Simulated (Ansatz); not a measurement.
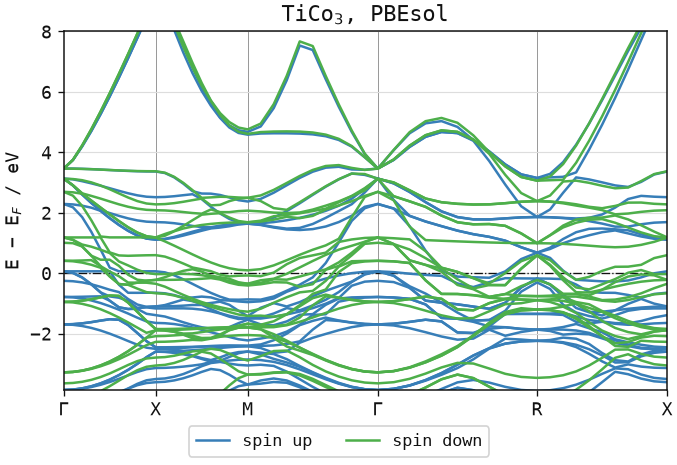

Band structure. Energies are counted from the Fermi level.

Structure: TiCo3, space group Pm-3m (No. 221), 4 atoms in the cell; cubic a = 3.571 Å.

Level of theory: PBEsol, all-electron LAPW, collinear spin, no spin-orbit coupling, 8×8×8 k mesh, Fermi-Dirac smearing of 0.05 eV; code Ansatz.

Metal, semiconductor or insulator?

A metal: bands cross the Fermi level along this path.

On which lines of the path do bands cross the Fermi level?

Bands cross the Fermi level on every line of the path.

The run ends ferrimagnetic, with 2.51 μB a cell. The magnetic state is the one that this start led to; another may lie lower. The cell is at −4 GPa in this functional. Bands are joined in order of energy, so crossings between the computed points show as kinks or gaps.
